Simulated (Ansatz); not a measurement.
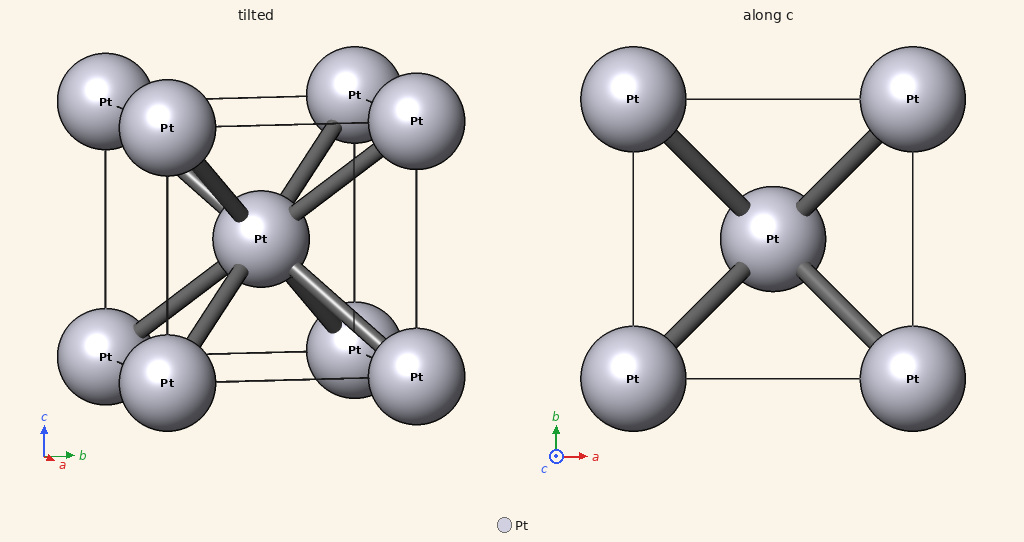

Crystal structure, ball-and-stick style, seen slightly off an axis and along the c axis. The edges of the conventional unit cell are marked.

Pt, space group Im-3m (No. 229), a = 3.01 Å, b = 3.01 Å, c = 3.01 Å, α = 90.00°, β = 90.00°, γ = 90.00°.

Method used: DFT PBEsol, scalar-relativistic, plane waves, PAW (Ansatz). It ran with E_cut = 420 eV, k-points about 0.13 Å⁻¹ apart, Gaussian smearing of 0.15 eV, no spin polarisation.

What does the calculation say: metal or gapped?

A metal: bands cross the Fermi level.

Under what pressure is the structure?

The computed pressure is 40.3 GPa (compressed: it would expand).

Its origin is a structure listed in the Materials Project. The cell was then strained or its atoms displaced on purpose. It was the input of a calculation with Ansatz.

At this level of theory the run's own cell isn't at rest (compressed, at 40 GPa), so its distances can differ from those at equilibrium, the more so the softer the solid.
